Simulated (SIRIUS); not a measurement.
# Energy of PbS along an even scaling of the cell

System: PbS (4 atoms in the cell).
Method: Kohn-Sham DFT of a periodic cell, PBEsol, dojo-sr-pbesol-0.4.1-standard, no spin polarisation (SIRIUS 7.12.0).

The 7 runs differ only in the geometry, by an even scaling of the cell at fixed fractional positions. The structure derives from a Materials Project entry.

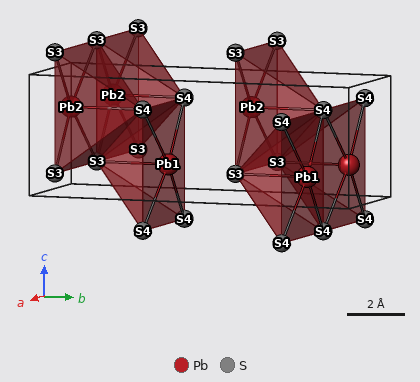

Figure 1. The structure of run 4 (polyhedral view of the cell 2 times as large as that of the calculation, set on its symmetry axes, seen slightly off an axis; polyhedra are completed across the faces of the cell; atoms are numbered from 1 in the order of the input). An atom can appear more than once, as a periodic image.

**Input of run 4**
```
{
  "control": {
    "processing_unit": "cpu",
    "verbosity": 2,
    "num_bands_to_print": 29,
    "print_forces": true,
    "print_stress": true
  },
  "parameters": {
    "electronic_structure_method": "pseudopotential",
    "xc_functionals": ["XC_GGA_X_PBE_SOL", "XC_GGA_C_PBE_SOL"],
    "gk_cutoff": 7.5,
    "pw_cutoff": 15.0,
    "ngridk": [7, 7, 6],
    "shiftk": [0, 0, 0],
    "smearing": "fermi_dirac",
    "smearing_width": 0.0018374661,
    "num_bands": 29,
    "num_mag_dims": 0,
    "num_dft_iter": 100,
    "energy_tol": 1e-08,
    "density_tol": 1e-06
  },
  "iterative_solver": {
    "type": "davidson",
    "min_tolerance": 1e-10
  },
  "mixer": {
    "type": "anderson",
    "beta": 0.7,
    "max_history": 8
  },
  "settings": {
    "tol_ne": 1e-10,
    "pseudo_grid_cutoff": 6.5
  },
  "unit_cell": {
    "lattice_vectors": [
      [0.327961212617, -0.944691189235, 0.0],
      [0.327961212617, 0.944691189235, 0.0],
      [0.0, 0.0, 0.674751540279]
    ],
    "lattice_vectors_scale": 11.9847737919,
    "atom_coordinate_units": "lattice",
    "atom_types": ["Pb", "S"],
    "atom_files": {
      "S": "S.json",
      "Pb": "Pb.json"
    },
    "atoms": {
      "Pb": [
        [0.13056335, 0.86943665, 0.25],
        [0.86943665, 0.13056335, 0.75]
      ],
      "S": [
        [0.35479709, 0.64520291, 0.25],
        [0.64520291, 0.35479709, 0.75]
      ]
    }
  }
}
```

Command:
```bash
upf_to_json S.upf
upf_to_json Pb.upf
OMP_NUM_THREADS=4 sirius.scf --input=sirius.json --output=out.json --task=0
```

Lattice vectors (Å) and fractional positions of run 4:
```
   2.079953   -5.991297    0.000000
   2.079953    5.991297    0.000000
   0.000000    0.000000    4.279321
Pb  0.130563  0.869437  0.250000
Pb  0.869437  0.130563  0.750000
S   0.354797  0.645203  0.250000
S   0.645203  0.354797  0.750000
```

Run 2 has the same physical settings and fractional positions; its lattice vectors (Å) are:
```
   2.051842   -5.910323    0.000000
   2.051842    5.910323    0.000000
   0.000000    0.000000    4.221485
```

**Results, with one run withheld**

```csv
run,volume per atom (Å³),"free energy per atom, from the lowest run given (meV)",pressure (GPa),gap on the mesh (eV)
1,25.064,3.54,1.83,1.00
2,25.597,?,?,?
3,26.130,0.00,−0.69,1.10
4,26.664,4.06,−1.75,1.15
5,27.197,11.47,−2.70,1.19
6,27.730,21.88,−3.55,1.22
7,28.263,34.95,−4.31,1.24
```

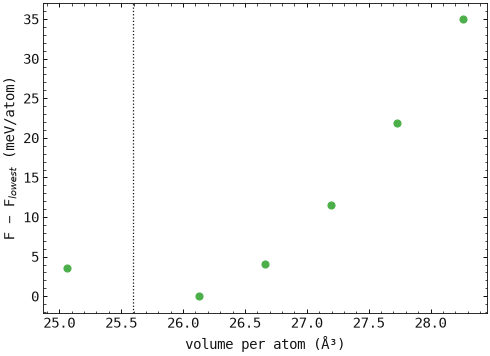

Figure 2. Free energy per atom of the runs given; the dotted line marks run 2.

Estimate the energy of run 2 from the others.

A cubic polynomial in V^(−2/3) (the Birch–Murnaghan form), fitted to the 6 runs given, misses them by at most 0.01 meV per atom. With x = V^(−2/3) − 0.11165 Å⁻², it reads F = 5.711 − 4505 x + 7.9092e+05 x² + 1.4385e+06 x³ (meV per atom). At run 2 it gives −0.32 meV per atom, and the run itself gives −0.32. The slope of the fit gives a pressure −dF/dV of 0.51 GPa there, and the run prints 0.50 GPa. The fit has its minimum at 25.818 Å³ per atom, where V d²F/dV² gives 58.1 GPa. Cell shape and fractional positions are held, so this is the stiffness under even scaling; the relaxed bulk modulus wasn't computed and can be far lower in a crystal of layers, chains or molecules like this one. The gap on the mesh goes, without turning, from 1.00 eV in run 1 to 1.24 eV in run 7; run 2 has 1.05 eV. These are gaps of this functional on this mesh, which can miss the band edges; they aren't the measured gap.

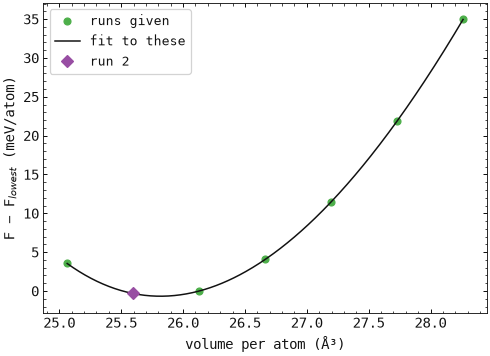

Figure 3. The fit and the withheld run.

**Some lines of the output (run 2)**
```
[...]
[find] Free energy (E-TS)             :    -162.64569199 (Ha),    -325.29138397 (Ry)
[find] band gap (eV)                  :       1.05415201
[find] Efermi                         :       0.32125622
[find] Total energy                   :    -162.64569197 (Ha),    -325.29138393 (Ry)
[find] Free energy (E-TS)             :    -162.64569200 (Ha),    -325.29138399 (Ry)
[find] band gap (eV)                  :       1.05411604
[find] Efermi                         :       0.32125637
[find] Total energy                   :    -162.64569197 (Ha),    -325.29138394 (Ry)
[find] Free energy (E-TS)             :    -162.64569200 (Ha),    -325.29138400 (Ry)
[find] band gap (eV)                  :       1.05409349
[find] Efermi                         :       0.32125650
[find] band gap (eV)                  :       1.05410268
[find] band gap (eV)                  :       1.05408959
[find] band gap (eV)                  :       1.05409071
```

Notes: Spin–orbit coupling is left out, which matters for Pb.
